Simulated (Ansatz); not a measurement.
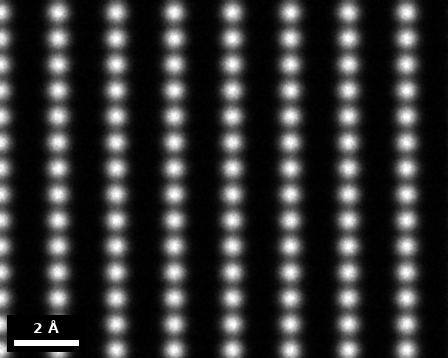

Z-contrast image of Cu (Fm-3m, No. 225). The image is simulated as a sum over atoms of Z^1.6, blurred by a 0.50 Å probe (no channelling). Shot noise was added. Structure: the geometry relaxed with DFT PBE, scalar-relativistic, plane waves, PAW in Ansatz 0.2.0; the starting structure was generated, so it need not be a known form of this composition.

```cif
data_structure
_symmetry_space_group_name_H-M 'Fm-3m'
_symmetry_Int_Tables_number 225
_cell_length_a 3.6298
_cell_length_b 3.6298
_cell_length_c 3.6298
_cell_angle_alpha 90.000
_cell_angle_beta 90.000
_cell_angle_gamma 90.000
_cell_volume 47.83
loop_
_atom_site_label
_atom_site_type_symbol
_atom_site_symmetry_multiplicity
_atom_site_Wyckoff_symbol
_atom_site_fract_x
_atom_site_fract_y
_atom_site_fract_z
_atom_site_occupancy
Cu1 Cu 4 b 0.50000 0.00000 0.00000 1
```

Along which zone axis is the crystal seen: [221], [111], [210] or [001]? (Directions equivalent by symmetry count as one.)

Answer. [210]. The projected cells are 0.86 × 1.35 Å, 108° for [221]; 1.48 × 1.48 Å, 120° for [111]; 0.81 × 1.81 Å, 90° for [210]; 1.81 × 1.81 Å, 90° for [001], and the image repeats as the [210] one does.
